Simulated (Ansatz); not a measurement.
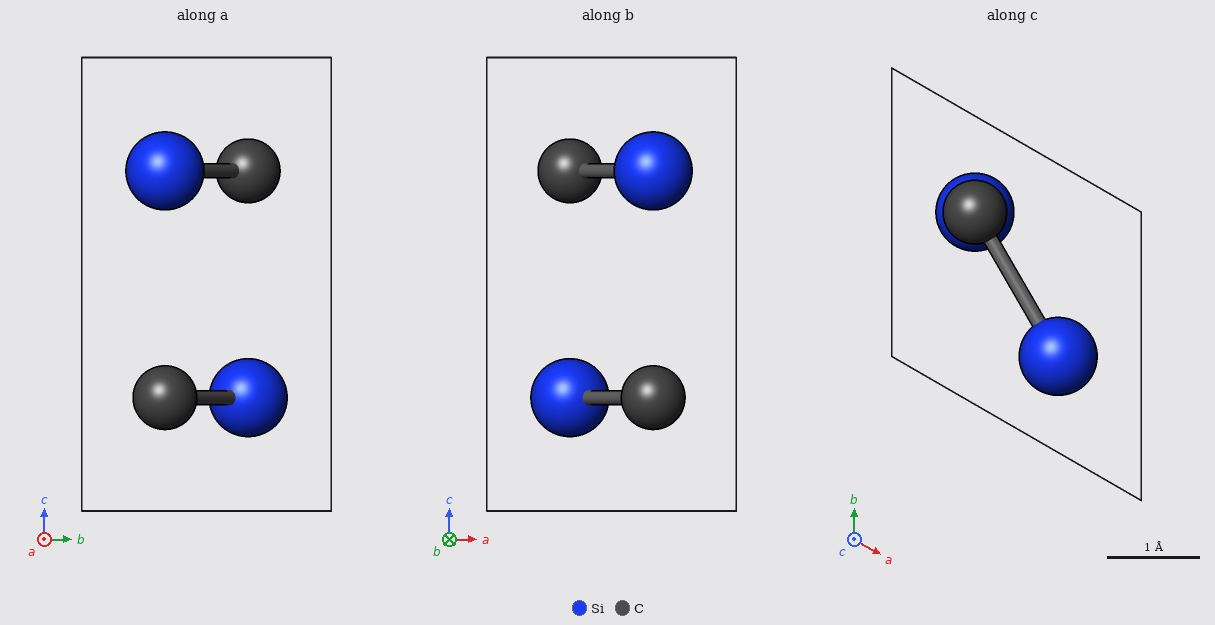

An orthographic ball-and-stick view of the structure, along the a axis, along the b axis and along the c axis. The parallelepiped is the conventional unit cell.

Lattice parameters: a = 3.137 Å, b = 3.137 Å, c = 4.933 Å, α = 90.00°, β = 90.00°, γ = 120.00°. Put a along x and b in the xy plane.

> Record the structure as a POSCAR file.

```
Si C
1.0
     3.137    0.000    0.000
    -1.569    2.717    0.000
     0.000    0.000    4.933
Si C
2 2
Direct
  0.3333 0.6667 0.2500
  0.6667 0.3333 0.7500
  0.6667 0.3333 0.2500
  0.3333 0.6667 0.7500
```

The structure comes from a structure type filled with these elements by a generator (whether the compound takes this form wasn't checked). Earlier steps of the study may have refined or changed the cell and positions. Ansatz was used for an electronic-structure calculation on it.
